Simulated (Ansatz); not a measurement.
System: NiAs-type NaI, space group P6_3/mmc (No. 194), 4 atoms in the cell, relaxed with r2SCAN; a = 4.505 Å, c = 7.676 Å (hexagonal axes). Starting point: PBE, Ansatz PAW set, no spin polarisation, no spin-orbit coupling, 6×6×2 k mesh, 420 eV cutoff, fixed occupations (Ansatz 0.2.0). Many-body step: G0W0 with empty bands 219, screening cutoff 80 eV and frequency treatment contour deformation.

In PBE the smallest gap over these k points is 3.57 eV, with direct gaps of 3.57 eV at Γ, 4.97 eV at A and 5.46 eV at L.

### What does G0W0 give?

Over the k points that were corrected, the smallest gap goes from 3.57 eV in PBE (direct at Γ) to 5.41 eV in G0W0 (direct at Γ), a change of +1.84 eV (+52 %). Counted from the valence top, the lowest empty level moves by +1.84 eV at Γ, +1.89 eV at A and +1.85 eV at L; over the 12 points that were corrected the shifts run from +1.78 to +1.96 eV: a spread of 0.18 eV on a mean of 1.88 eV, so one scissor shift describes this level well. The top filled level also moves against the valence top, by −0.15 eV at K. The quasiparticle weight (renormalisation factor) lies between 0.79 and 0.84 for the top filled and first empty levels.

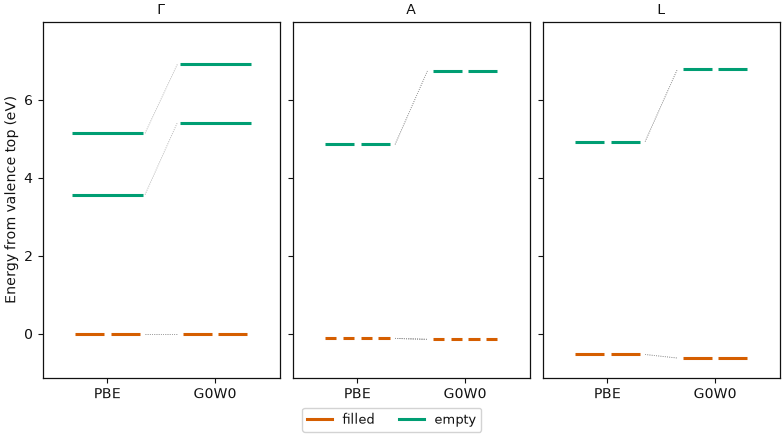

Levels at Γ, A and L in PBE and in G0W0, each set counted from its own valence top. Degenerate partners of corrected states are drawn at the same energy.

| k point | PBE direct gap (eV) | G0W0 direct gap (eV) |
| --- | --- | --- |
| Γ | 3.57 | 5.41 |
| A | 4.97 | 6.88 |
| L | 5.46 | 7.41 |

Spin-orbit coupling is left out, which matters for I. The k mesh is thin for GW. The usual form of NaI is rocksalt. Bands, cutoffs and mesh are finite, so these values aren't at the basis limit.
